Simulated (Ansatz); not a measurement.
Structure of AlP:

```cif
data_structure
_symmetry_space_group_name_H-M 'F-43m'
_symmetry_Int_Tables_number 216
_cell_length_a 5.4570
_cell_length_b 5.4570
_cell_length_c 5.4570
_cell_angle_alpha 90.000
_cell_angle_beta 90.000
_cell_angle_gamma 90.000
_cell_volume 162.50
loop_
_atom_site_label
_atom_site_type_symbol
_atom_site_symmetry_multiplicity
_atom_site_Wyckoff_symbol
_atom_site_fract_x
_atom_site_fract_y
_atom_site_fract_z
_atom_site_occupancy
Al1 Al 4 a 0.00000 0.00000 0.00000 1
P1 P 4 d 0.25000 0.25000 0.75000 1
```

Structure used: the geometry relaxed with DFT r2SCAN+D3(BJ), scalar-relativistic, plane waves, PAW in Ansatz 0.2.0; the starting structure was generated, so it need not be a known form of this composition.

Question: Predict radii and indices of the first 5 visible rings (3 % of the strongest or more) for λ = 0.4959 Å and a flat detector at 220 mm.

Answer:
```json
{"ring": "1", "radius": "35.0 mm", "2θ (°)": "9.03", "d (Å)": "3.15", "hkl": "111"}
{"ring": "2", "radius": "58.0 mm", "2θ (°)": "14.77", "d (Å)": "1.929", "hkl": "220"}
{"ring": "3", "radius": "68.7 mm", "2θ (°)": "17.33", "d (Å)": "1.645", "hkl": "311"}
{"ring": "4", "radius": "84.2 mm", "2θ (°)": "20.94", "d (Å)": "1.364", "hkl": "400"}
{"ring": "5", "radius": "92.7 mm", "2θ (°)": "22.85", "d (Å)": "1.252", "hkl": "331"}
```

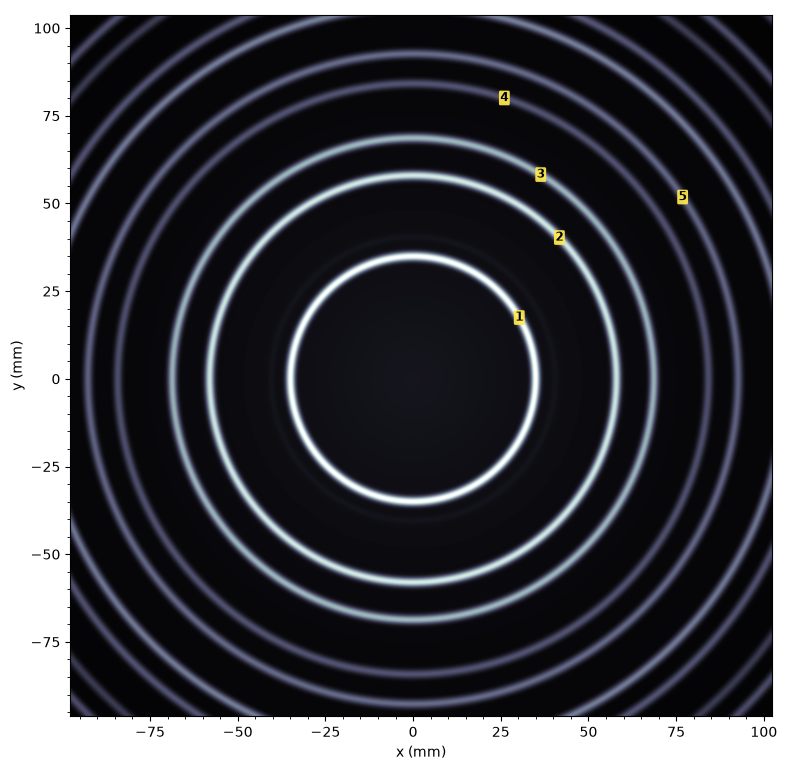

Simulated X-ray powder rings on a flat area detector normal to the beam: λ = 0.4959 Å, sample-to-detector distance 220 mm, axes in mm from the beam centre, beam polarised horizontally, for a fine-grained powder without texture. Kinematic intensities with B = 0.3 Å² for all atoms, without absorption; brightness goes as intensity to the power 0.5, clipped at the top. Reflections closer than the ring width show as one ring. The numbers mark the rings of the table.
